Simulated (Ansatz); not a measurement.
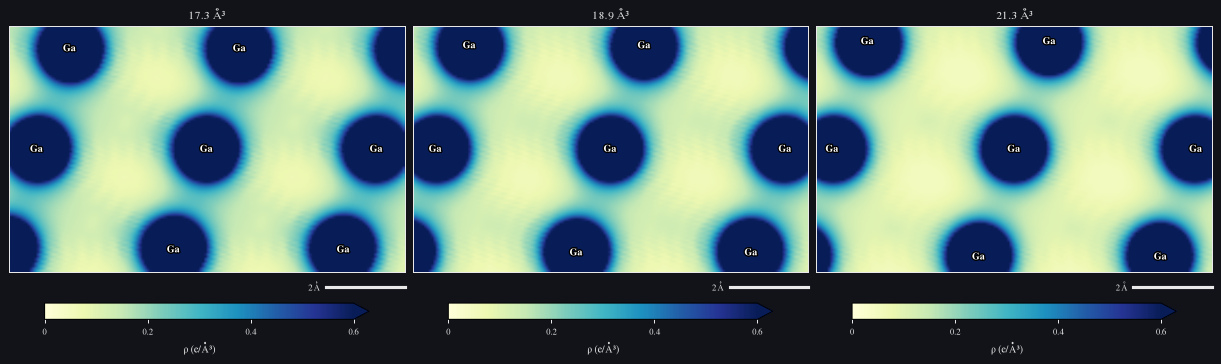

Ga. The valence electron density of cells scaled evenly to different volumes (given per atom above each panel), on the (001) plane of each (indices in the axes of the cell below), at one length scale and on one colour scale.

Theory: DFT, revPBE, plane waves (420 eV) with PAW, scalar-relativistic (Ansatz).

Core electrons are frozen (PAW), and the valence fields are smoothed inside the atomic spheres.

The largest cell:

```yaml
crystal:
  lattice:
    - [1.45770, -4.44535, 0.02616]
    - [1.45770, 4.44535, 0.02616]
    - [-0.06080, 0.00000, 3.40240]
  atoms:
    - { symbol: Ga, position: [0.86771, 0.13229, 0.25000] }
    - { symbol: Ga, position: [0.13229, 0.86771, 0.75000] }
```

| volume (Å³/atom) | Ga–Ga contact in the plane (Å) | ρ at its midpoint (e/Å³) | pressure (GPa) | 
| --- | --- | --- | --- |
| 17.33 | 2.691 | 0.265 | 7.8 | 
| 18.90 | 2.770 | 0.236 | 2.1 | 
| 19.69 | 2.808 | ? | ? | 
| 21.27 | 2.881 | 0.198 | −2.6 | 
| 22.05 | 2.916 | 0.188 | −3.6 | 

**Estimate the missing row, and compare with the calculation.**

Over the known rows ln ρ falls by 1.54 per Å of Ga–Ga distance (a least-squares line), which gives 0.222 e/Å³ at 2.808 Å; the calculation gives 0.222 e/Å³. For the pressure, a straight line in volume between the neighbouring rows gives 0.5 GPa; the calculation gives 0.1, lower because pressure rises ever faster on compression.
